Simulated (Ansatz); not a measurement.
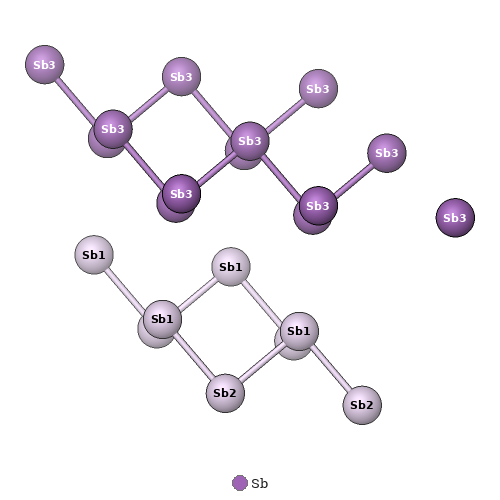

The system is a bilayer of two Sb sheets of the honeycomb type (4 atoms in the cell); the picture shows the structure at the first grid point; the lower layer is drawn fainter. The upper layer of a bilayer is slid over the lower one; relaxed at each slide: the heights of all atoms; the origin of the map has Sb4 above Sb1. Places are given modulo a cell vector. The map is drawn in real space over the plane of the slide. The scan uses a 9 × 9 grid; 19 points were computed and 62 follow by symmetry. All energies are given in meV/Å² relative to the lowest grid point. The relaxed layer distance jumps between some neighbouring points. Theory: DFT PBE+D3(BJ), scalar-relativistic, plane waves, PAW in Ansatz 0.2.0. Settings: cutoff 420 eV, k-mesh 9×9×1, gaussian smearing 0.05 eV, no spin polarisation.

Its coordinates:

```xyz
4
Lattice="4.0687 0.0000 0.0000 -2.0343 3.5236 0.0000 0.0000 0.0000 20.8000" Properties=species:S:1:pos:R:3 pbc="T T T"
Sb    0.0000    2.3491    6.1520
Sb    2.0343    1.1745    4.5000
Sb   -2.0343    3.5236   11.7737
Sb    0.0000    2.3491   10.1217
```

Range: slide of the upper layer along the first cell vector from 0.000 to 0.889; slide of the upper layer along the second cell vector from 0.000 to 0.889.

**What landscape does the calculation give?**

The lowest grid point is at (6/9, 3/9) of the cell vectors. The highest grid point, (0/9, 0/9) of the cell vectors, lies 15.5 meV/Å² above the lowest. Facing atoms of the upper layer at the lowest point: Sb above a hollow; at the highest: Sb above Sb. The relaxed distance between the facing planes is 2.45 Å at the lowest and 3.97 Å at the highest point.

```tsv
second ↓, first →	0/9	1/9	2/9	3/9	4/9	5/9	6/9	7/9	8/9
8/9	15.1	14.1	11.8	8.0	5.6	8.0	11.8	14.1	15.1
7/9	13.7	11.8	8.3	4.8	4.8	8.3	11.8	13.7	14.2
6/9	10.8	8.0	4.8	3.4	4.8	8.0	10.8	12.2	12.2
5/9	7.1	5.6	4.8	4.8	5.6	7.1	8.7	9.3	8.7
4/9	7.1	8.0	8.3	8.0	7.1	5.7	4.2	4.2	5.7
3/9	10.8	11.8	11.8	10.8	8.7	4.2	0.0	4.2	8.7
2/9	13.7	14.1	13.7	12.2	9.3	4.2	4.2	9.3	12.2
1/9	15.1	15.1	14.2	12.2	8.7	5.7	8.7	12.2	14.2
0/9	15.5	15.1	13.7	10.8	7.1	7.1	10.8	13.7	15.1
```

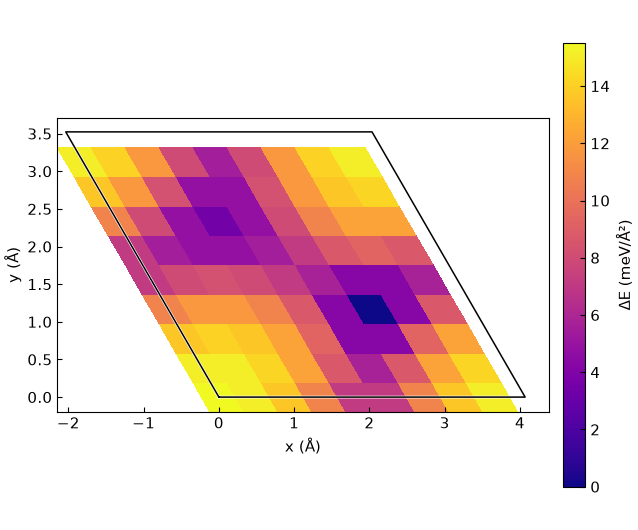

Drawn: one coloured cell a grid point, the outline of one cell of the plane.

The whole map (19 points run) took 25 min on 1 thread of Intel(R) Xeon(R) 6975P-C (Granite Rapids) (shared host).
